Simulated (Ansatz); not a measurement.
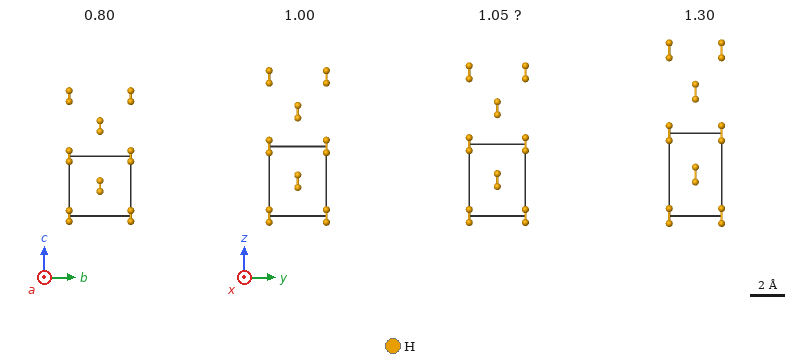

Crystalline H (I4/mmm): the ratio of the cell's length along z to its lengths across, counted as 1 for the reference, is changed at fixed volume (a c/a path), with the atoms kept at their fractional coordinates. x, y and z are the Cartesian axes of the input. The picture is a ball-and-stick view of the conventional cell (2 times the calculation's cell), repeated 2 × 1 × 2 with one cell outlined, seen along the a axis. Lengths and directions refer to the drawn axes.

Method: DFT LDA, scalar-relativistic, plane waves, PAW (Ansatz). (plane-wave cutoff 420 eV; k-point mesh 10 × 10 × 10; occupations gaussian; smearing width 0.05 eV; no spin polarisation). Energies (free energies at the smearing named) are counted from the cell as listed in its source, which wasn't relaxed.

```json
{"axial ratio over its reference value": "0.80", "ΔE (meV/atom)": "173.1"}
{"axial ratio over its reference value": "0.85", "ΔE (meV/atom)": "101.2"}
{"axial ratio over its reference value": "0.92", "ΔE (meV/atom)": "36.0"}
{"axial ratio over its reference value": "0.96", "ΔE (meV/atom)": "13.6"}
{"axial ratio over its reference value": "1.00", "ΔE (meV/atom)": "0.0"}
{"axial ratio over its reference value": "1.05", "ΔE (meV/atom)": "?"}
{"axial ratio over its reference value": "1.10", "ΔE (meV/atom)": "−3.5"}
{"axial ratio over its reference value": "1.20", "ΔE (meV/atom)": "25.2"}
{"axial ratio over its reference value": "1.30", "ΔE (meV/atom)": "75.9"}
```

Q: One row is withheld. What is its energy?

A: A straight line between the two neighbours gives −1.8 meV/atom. A cubic through the four nearest rows (0.96, 1.00, 1.10, 1.20) gives, with Lagrange weights, (−0.2790)(13.6) + (0.8437)(0.0) + (0.4821)(−3.5) + (−0.0469)(25.2) = −6.7 meV/atom. The calculation gives −6.6 meV/atom, so the cubic is 0.1 meV/atom too low and the straight line 4.8 meV/atom too high, as the curve bends upwards here.

The whole profile:

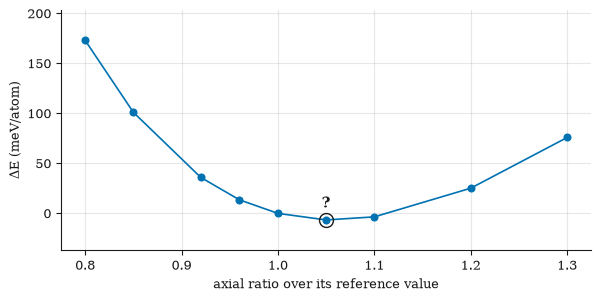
